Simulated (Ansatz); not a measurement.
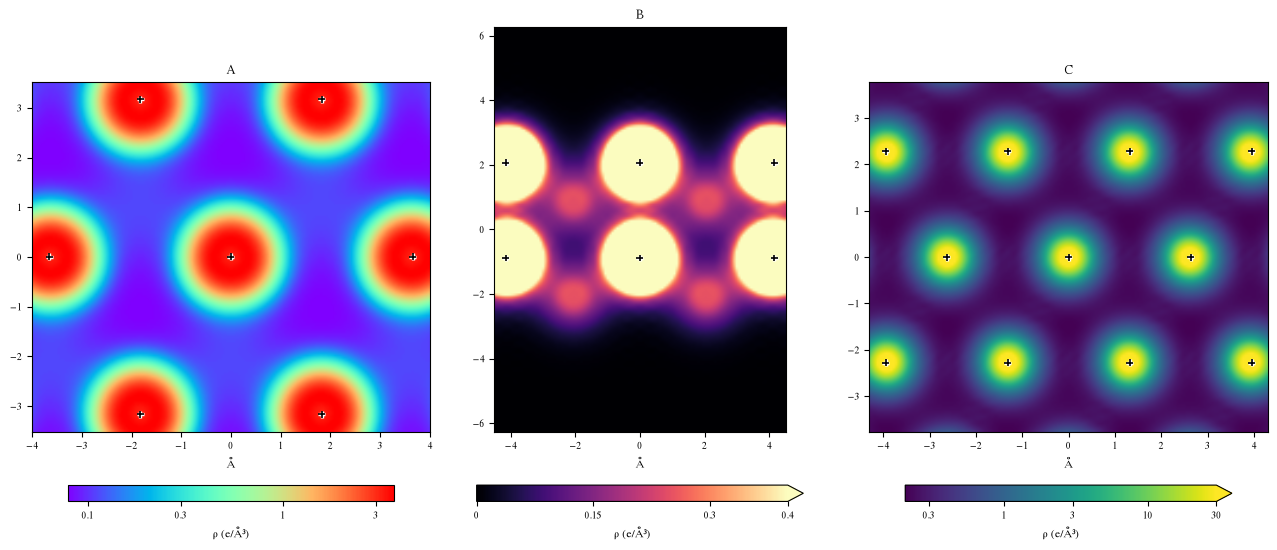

The valence pseudo-density of 3 systems, each on a plane through atoms (crosses mark nuclei in the plane).

Method: DFT PBE, scalar-relativistic, plane waves, PAW in Ansatz.

System 1: Zn, the (001) plane of the conventional cell. Space group P6₃/mmc.

System 2: Y, the (001) plane of the conventional cell. Space group P6₃/mmc.

System 3: Au (slab), the (100) plane of the calculation cell, a cut from vacuum to vacuum. 

Match each panel to its system.

Answer. Panel A is system 2, Y: the plane holds Y. Y–Y (3.66 Å): ρ is about 0.09 e/Å³ halfway. Panel B is system 3, Au: the plane holds Au. Au–Au (2.95 Å): the density is about 0.23 e/Å³ at the midpoint. Panel C is system 1, Zn: the plane holds Zn. Zn–Zn (2.63 Å): the density is about 0.26 e/Å³ at the midpoint.
